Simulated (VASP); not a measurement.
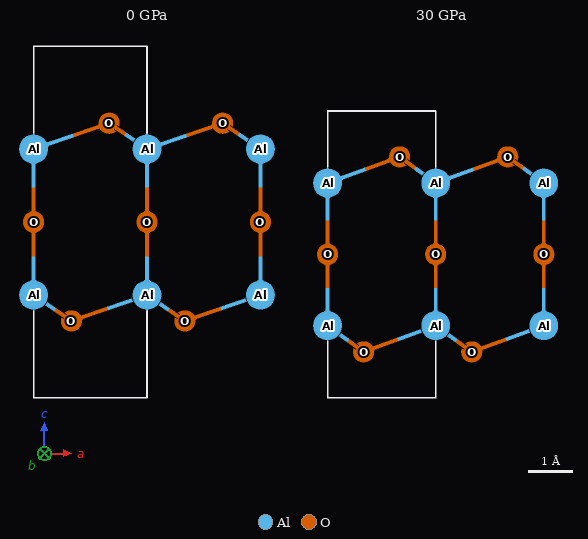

A crystal of Al₂O₃ (set up in P-3m1), relaxed (cell and atoms) at several target pressures. The picture shows the first and the last member. Style: ball-and-stick. Shown: the cell of the calculation, repeated 2 × 1 × 1 with one cell outlined, along the b axis.

Computed with VASP 6.6.1: PBE, VASP PAW PBE potentials, recommended. (plane-wave cutoff 600 eV; k-point mesh 7 × 7 × 3; occupations fermi-dirac; smearing width 0.05 eV; no spin polarisation)

```tsv
pressure (GPa)	volume (Å³/atom)	a (Å)	c (Å)
0	12.690	3.011	8.079
2	11.626	2.997	7.472
5	11.056	2.979	7.193
10	10.532	2.953	6.973
20	?	?	?
30	9.409	2.870	6.593
```

### Fill in the missing row.

Murnaghan's form V = V₀(1 + B′P/B₀)^(−1/B′), with V₀ = 12.690 Å³ from the row at zero pressure, fits the other rows with B₀ = 16.1 GPa and B′ = 10.20 (largest miss 0.094 Å³). At 20 GPa it gives 12.690 × (1 + 10.20 × 20/16.1)^(−1/10.20) = 9.820 Å³ per atom. The calculation gives 9.869 Å³/atom (a = 2.908 Å, c = 6.737 Å). The estimate is 0.049 Å³/atom too low. From the first member to the last: Al–O 1.837 → 1.763 Å, Al–O 1.679 → 1.640 Å.

The whole series:

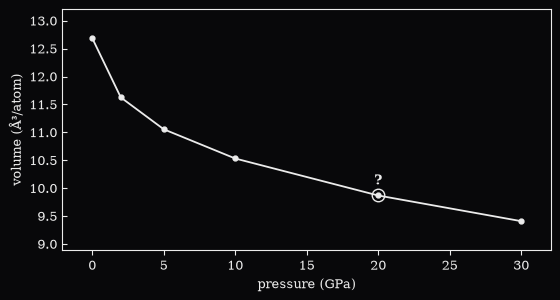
